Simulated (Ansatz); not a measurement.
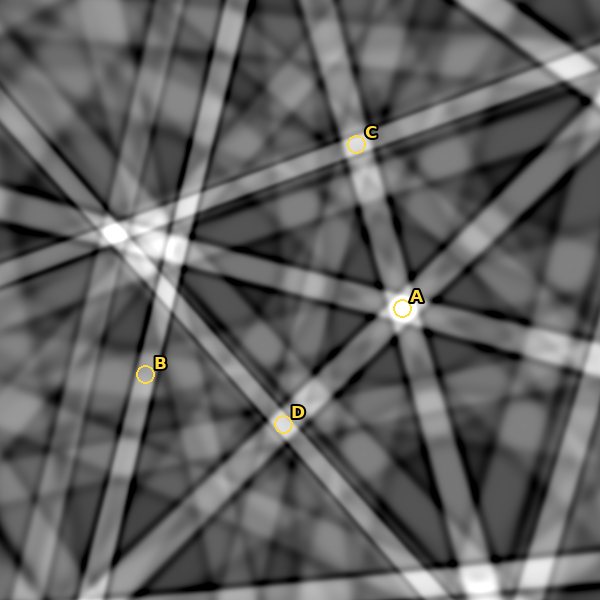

Simulated Kikuchi (electron backscatter) pattern at 15 kV: kinematic bands of width 2θ(Bragg) in gnomonic projection, seen from the camera side; the frame spans ±37° from its centre. Crystal: ZrC, space group P-3m1 (No. 164), a = 3.33 Å, c = 13.57 Å (hexagonal axes). Structure: coordinates from a relaxation with DFT PBE, scalar-relativistic, plane waves, PAW in Ansatz; the starting structure was generated, so it need not be a known form of this composition.

Pole A is [001] and pole B is [331].

> Index the poles C and D.

C is [1-11], 23.1° from A and 42.2° from B. D is [121], 23.1° from A and 19.6° from B.

> Which band joins A and C, and how wide is it?

It comes from the planes common to both zones. The strongest order is 1 1 0 with d = 1.667 Å, so the band is 2θ = 3.4° wide (λ = 0.0994 Å).
